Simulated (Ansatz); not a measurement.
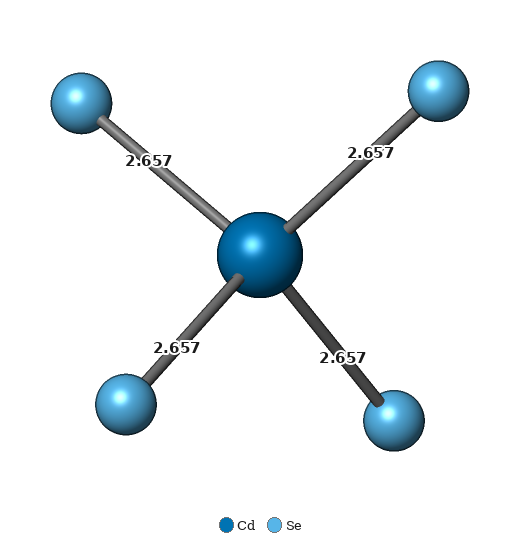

The surroundings of site Cd1 (at 0.000, 0.000, 0.000) in CdSe (F-43m), with bond lengths in Å.

Source of the atomic positions: the input geometry of an electronic-structure calculation (not necessarily at equilibrium); the starting structure was generated, so it need not be a known form of this composition.

```
CELL_PARAMETERS angstrom
6.13556 0.00000 0.00000
0.00000 6.13556 0.00000
0.00000 0.00000 6.13556
ATOMIC_POSITIONS crystal
Cd 0.00000 0.00000 0.00000
Se 0.25000 0.25000 0.75000
Cd 0.00000 0.50000 0.50000
Se 0.25000 0.75000 0.25000
Cd 0.50000 0.00000 0.50000
Se 0.75000 0.25000 0.25000
Cd 0.50000 0.50000 0.00000
Se 0.75000 0.75000 0.75000
```

Bond valence s = exp((R0 − d)/b), R0 fitted to published crystal structures with b = 0.37 Å; R0 in Å: Cd2+–Se 2.372.

Calculate the bond-valence sum of Cd1 from the bonds drawn.

4 × 0.463 = 1.85 v.u., against a formal valence of 2: underbonded (bonds long for this ion) by 0.15.

And over the whole structure?

| site | x, y, z | formal valence | bond-valence sum | difference |
| --- | --- | --- | --- | --- |
| Cd1 | 0.000, 0.000, 0.000 | +2 | 1.85 | -0.15 |
| Se1 | 0.250, 0.250, 0.750 | −2 | 1.85 | -0.15 |

These sums include all anions within 5 Å. The global instability index (root mean square of the differences over all atoms) is 0.15 v.u.: moderate strain, common in real structures. The cell was not relaxed for this table, and a volume that is off by a few per cent shifts all sums together.
